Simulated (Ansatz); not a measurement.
**Al2Pt(100) (Fm-3m bulk, 8 atomic planes (those closer than 0.6 Å count as one), 10 Å, Pt-terminated): images, spectra and barriers**

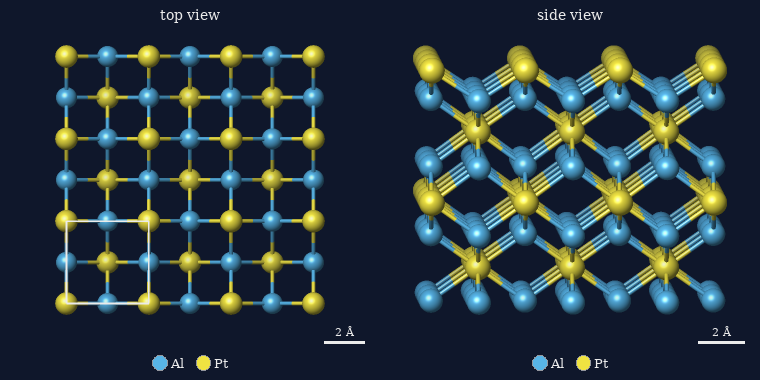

The relaxed structure from above and from the side.

Level of theory: DFT PBE, scalar-relativistic, plane waves, PAW in Ansatz 0.2.0. Cutoff 420 eV, 14 × 14 k-points, Gaussian smearing 0.1 eV, dipole correction. The slab is a cut without reconstruction beyond its cell, at the source's lattice constants, with its lower half held fixed and the rest relaxed. No spin polarisation. Spin–orbit coupling is left out; with Pt it can shift levels and gaps. The run couldn't confirm all of its levels under its output density. The run warns that the functional's potential is rough in the thin density of the vacuum, where the tip is; weak contrasts and barriers may feel it. On this mesh the free atoms still feel up to 0.12 eV/Å.

The STM signal is simulated in the Tersoff–Hamann approximation. Bias windows are sharp sums over the levels of the k mesh.

```cif
data_structure
_symmetry_space_group_name_H-M 'P 1'
_symmetry_Int_Tables_number 1
_cell_length_a 4.1790
_cell_length_b 4.1790
_cell_length_c 30.3425
_cell_angle_alpha 90.000
_cell_angle_beta 90.000
_cell_angle_gamma 90.000
_cell_volume 529.90
loop_
_atom_site_label
_atom_site_type_symbol
_atom_site_fract_x
_atom_site_fract_y
_atom_site_fract_z
_atom_site_occupancy
Al1 Al 0.50000 0.00000 0.32957 1
Al2 Al 0.00000 0.50000 0.32957 1
Pt1 Pt 0.50000 0.50000 0.37826 1
Al3 Al 0.00000 0.50000 0.42696 1
Al4 Al 0.50000 0.00000 0.42696 1
Pt2 Pt 0.00000 0.00000 0.47565 1
Al5 Al 0.50000 0.00000 0.52627 1
Al6 Al 0.00000 0.50000 0.52627 1
Pt3 Pt 0.50000 0.50000 0.57669 1
Al7 Al 0.00000 0.50000 0.62485 1
Al8 Al 0.50000 0.00000 0.62485 1
Pt4 Pt 0.00000 0.00000 0.66937 1
```

The last single point, restarted from the relaxation's density, took 3 min on 1 thread of Intel(R) Xeon(R) Platinum 8488C (Sapphire Rapids), with other jobs on the host, peak memory 1.1 GiB.

## 1. One image

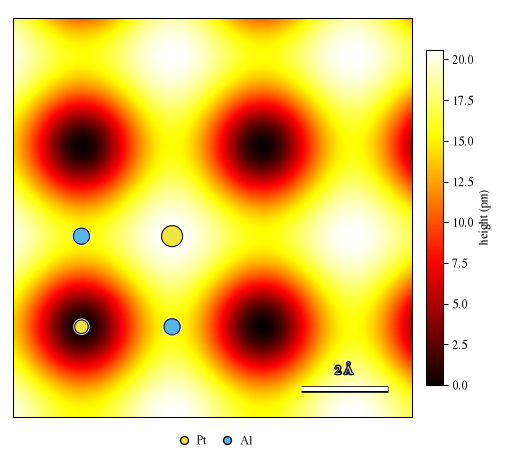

Constant-current image at a set point of 3.6 × 10⁻⁶ e/Å³ of this surface, sample bias +0.50 V. The atoms seen from above are drawn over one corner (deeper ones smaller).

Q: Which atoms or sites appear bright, which dark, and how strong is the contrast?

A: The brightest spots lie over the top Pt atoms; the darkest points are over the sites above the Pt atoms 2.8 Å below the top plane. The corrugation is 21 pm at a mean tip height of 4.5 Å.

## 2. Approach curves

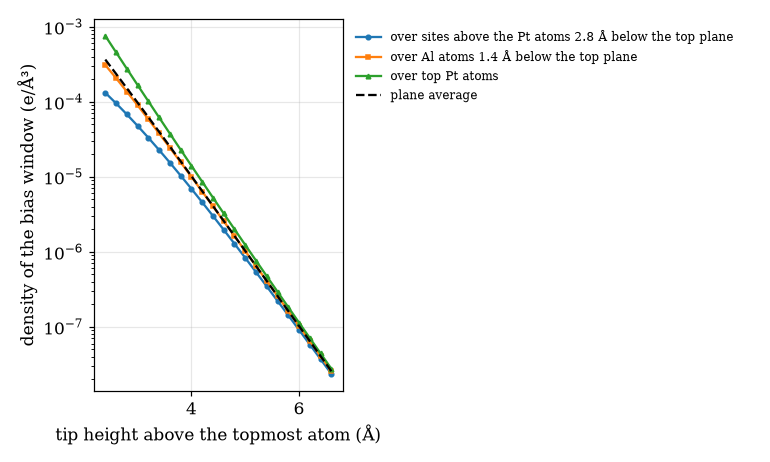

Approach curves over this surface at a sample bias of −0.50 V.

Q: How fast does the current decay, and what apparent barrier height does that imply?

A: Near 4 Å the plane average falls as exp(−2.28 z/Å), a factor of 9.8 per ångström, which gives an apparent barrier of 5.0 eV (0.952 eV Å² times the slope squared). The vacuum level lies 4.41 eV above zero bias. The apparent barrier is above 4.41 eV. At 4 Å the 0.25 eV of states nearest the highest filled state carry 49 % of the density.

## 3. States by depth

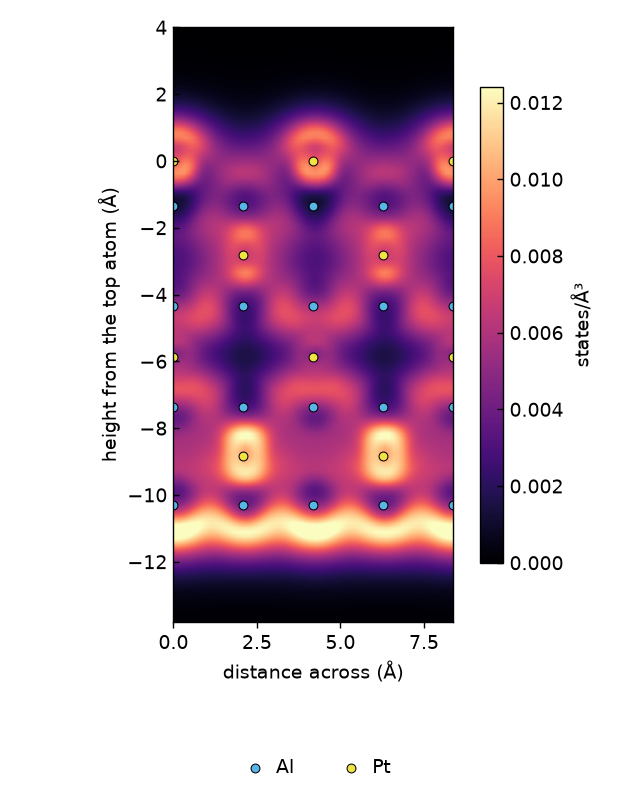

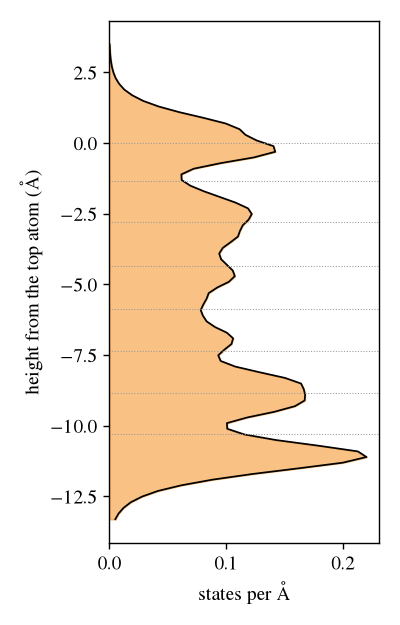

Density of all states between 0.00 and +0.25 eV (zero: the Fermi level) of this surface: side view, averaged along the second cell vector, and the full density summed over planes, the part near the nuclei included (dotted lines mark the atomic planes).

The first picture shows the smooth PAW orbitals' density alone; the shares below count all of it.

Q: How is this energy window spread over the atomic planes?

A: The window holds 1.6 states per cell. Shares by plane (space cut midway between planes), top to bottom: Pt 15 %, Al (2 atoms) 7 %, Pt 10 %, Al (2 atoms) 10 %, Pt 8 %, Al (2 atoms) 10 %, Pt 14 %, Al (2 atoms) 25 %; the outer planes' shares include the vacuum, and density in a gap between layers is shared out between the planes on either side.
